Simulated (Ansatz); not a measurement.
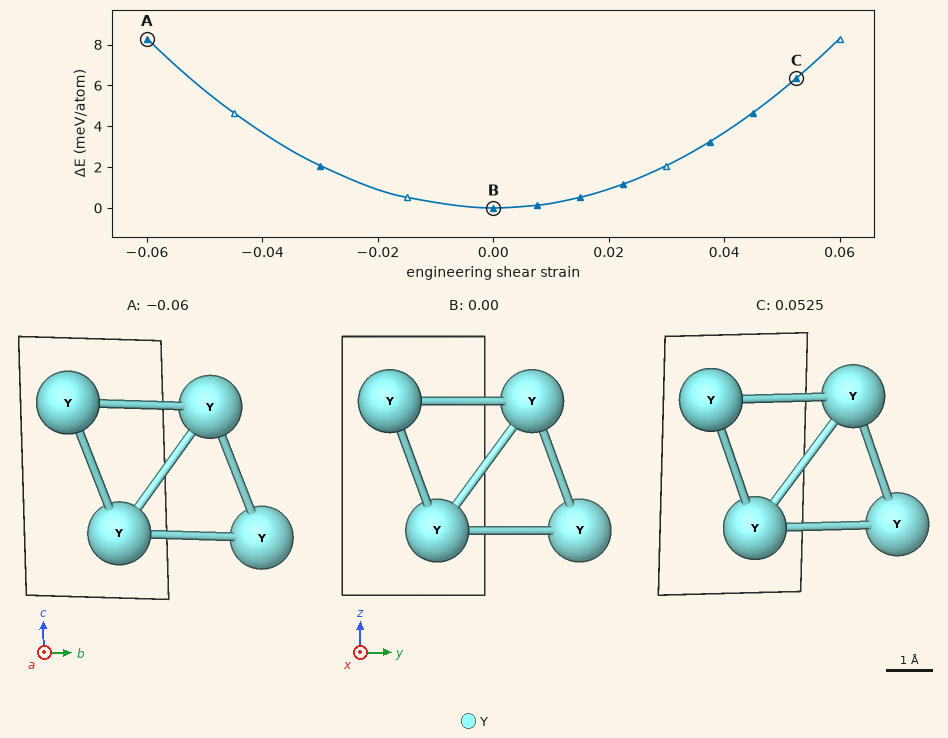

A crystal of Y (P6_3/mmc): the cell is strained in shear in the yz plane, with the atoms kept at their fractional coordinates. x, y and z are the Cartesian axes of the input. The lettered frames are marked on the plot. Hollow markers are points alike by symmetry, not computed again. A ball-and-stick model of the cell of the calculation, repeated 2 × 2 × 1 with one cell outlined, seen along the a axis.

Computed with Ansatz, DFT PBEsol, scalar-relativistic, plane waves, PAW. Settings: plane-wave cutoff 420 eV; k-point mesh 18 × 18 × 8; occupations gaussian; smearing width 0.15 eV; no spin polarisation. Energies (free energies at the smearing named) are counted from the cell as listed in its source, which wasn't relaxed.

> Describe the profile.

The lowest computed point lies at the strain 0.00 (0.0 meV/atom). The end points stand at 8.3 meV/atom (−0.06) and 8.3 meV/atom (0.06). The unrelaxed reference is under a pressure of −2.3 GPa. The distortion takes the space group from P6_3/mmc to C2/m. At the strain −0.06 the cell of the drawing goes b 3.651 → 3.653 Å, c 5.747 → 5.750 Å, α 90.0° → 93.0°.

The computed points:

```tsv
engineering shear strain	ΔE (meV/atom)
−0.0600	8.3
−0.0450	4.7
−0.0300	2.1
−0.0150	0.5
0.0000	0.0
0.0075	0.1
0.0150	0.5
0.0225	1.2
0.0300	2.1
0.0375	3.2
0.0450	4.7
0.0525	6.4
0.0600	8.3
```

Points that are alike by symmetry were computed once.
